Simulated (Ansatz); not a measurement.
# Calculations on InP and related structures

## 1. Relaxation

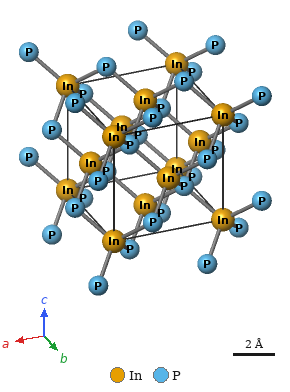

Solid InP (set up in F-43m), before the relaxation. Style: ball-and-stick. Shown: the conventional cell (4 times the calculation's cell), from a free direction. Lengths and directions refer to the drawn axes.

Theory: Ansatz, DFT PBE, scalar-relativistic, plane waves, PAW.

Input file:
```yaml
crystal:
  lattice:
    - [0.0, 2.9519763857, 2.9519763857]
    - [2.9519763857, 0.0, 2.9519763857]
    - [2.9519763857, 2.9519763857, 0.0]
  atoms:
    - { symbol: In, position: [0.0, 0.0, 0.0] }
    - { symbol: P, position: [0.25, 0.25, 0.25] }
basis:
  ecutwfc: 420
kpoints:
  mp_grid: { grid: [10, 10, 10] }
hamiltonian:
  xc: pbe
scf:
  occupations: { method: gaussian, width: 0.02 }
output:
  forces: true
  stress: true
  eigenvalues: true
relax:
  adjacent_minimum: "off"
  f_tol: 0.005
  max_steps: 80
  cell: { stress_tol: 0.05 }
```

Command:
```bash
ansatz run input.yaml --threads 4 --pin off --max-ram 10240MiB --backend cpu --events-out ev --progress --plain --runs-dir out
```

Where does the relaxation end?

Answer. Over 2 accepted moves (3 points after the start) the energy falls by 4.0 meV per atom. All forces vanish by symmetry, so only the cell relaxes. The pressure goes from 1.78 to −0.01 GPa. The SCF was repeated once at an unchanged geometry on a basis and grid sized afresh for the cell, which shifted the energy by 0.2 meV per atom at most. The atoms keep their places relative to the cell (all moves are under 0.005 Å). Cell: a = b = c 5.904 → 5.960 Å (+0.9 %). Volume +2.9 %. Some distances before and after: In1–P2 2.556 → 2.581 Å. The space group stays F-43m (No. 216).

Step by step:

```
step  E − E(0), meV/atom  pressure, GPa  volume, Å³/atom                      note
   0                0.00           1.78           25.724                          
   1               -3.69          -0.24           26.562                          
   2               -3.80          -0.01           26.461                          
   3               -3.96          -0.01           26.461  same geometry, new basis
```

After the run, drawn alike:

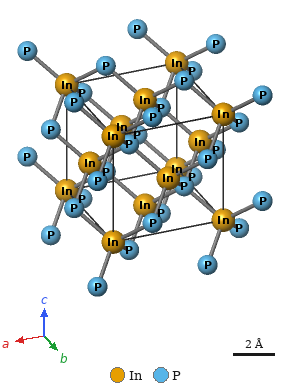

## 2. Relaxation

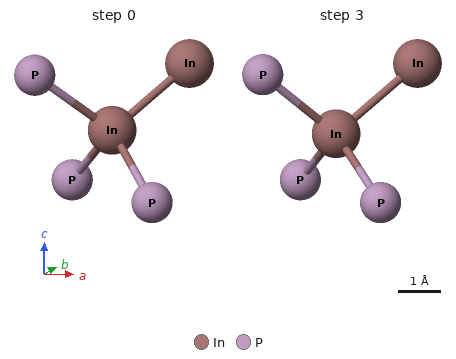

The structure of a defect cell of composition In₉P₇ before (left) and after (right) a relaxation, at one scale.

The picture is a ball-and-stick view of the atoms within 4.2 Å of the atom that moves most (axes of the conventional cell (4 times the calculation's cell)), seen slightly off an axis. Lengths and directions refer to the drawn axes.

Case: In on a P site (d), charge +0, atoms relaxed at the host's cell.

The calculation used Ansatz, DFT PBE, scalar-relativistic, plane waves, PAW. (plane-wave cutoff 420 eV; k-point mesh 4 × 4 × 4; occupations gaussian; smearing width 0.02 eV; no spin polarisation; atoms relaxed in a fixed cell; force threshold 0.025 eV/Å; at most 45 steps)

Q: What changed between the two?

A: Over 3 geometry steps the energy falls by 0.396 eV per cell of the calculation. The largest force component goes from 0.9 to 0.0018 eV/Å. The largest moves, 0.13 Å, are those of In atoms. Largest moves by element: In 0.13 Å, P 0.01 Å. The lattice vectors keep their values. Some distances before and after: In–In 2.581 → 2.714 Å, In–P 2.581 → 2.548 Å. Bond angles that change, for instance: In–In–P 109.5° → 106.4°, P–In–P 109.5° → 112.4°.

Limits of the set-up: the periodic images lie only 8.4 Å apart, so the values are limited by the cell's size.

## 3. Defect

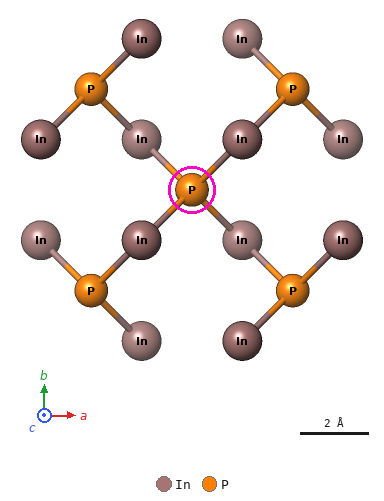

Perfect InP. The picture is a ball-and-stick view of the atoms within 5.4 Å of one point, in a slice 3.4 Å thick across the line of sight, seen along the c axis.

Method: DFT PBE, scalar-relativistic, plane waves, PAW in Ansatz. Set-up: plane-wave cutoff 420 eV; k-point mesh 4 × 4 × 4; occupations gaussian; smearing width 0.02 eV; no spin polarisation. The cell is small and the k-mesh coarse, so the numbers are rough. A uniform background neutralises the charged cell. The axes drawn are those of the host's conventional cell.

A phosphorus atom is replaced by indium at the ringed place, in charge state −2. The supercell has 16 sites, and the atoms are relaxed at the host's cell.

Predict the relaxed surroundings of the defect.

Answer. In the host the P atom has 4 In at 2.58 Å; the In atom ends with 4 In at 2.60 Å. Of the host's atoms, an indium atom moves furthest from its site, by 0.03 Å.

The relaxed defect, seen from the same direction:

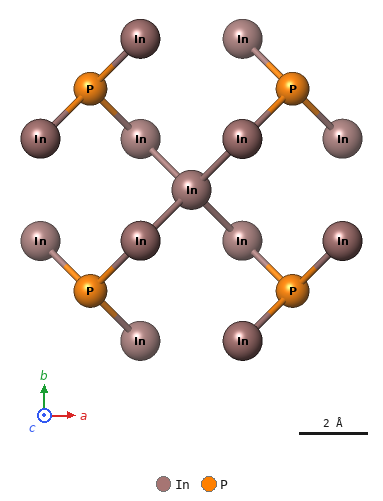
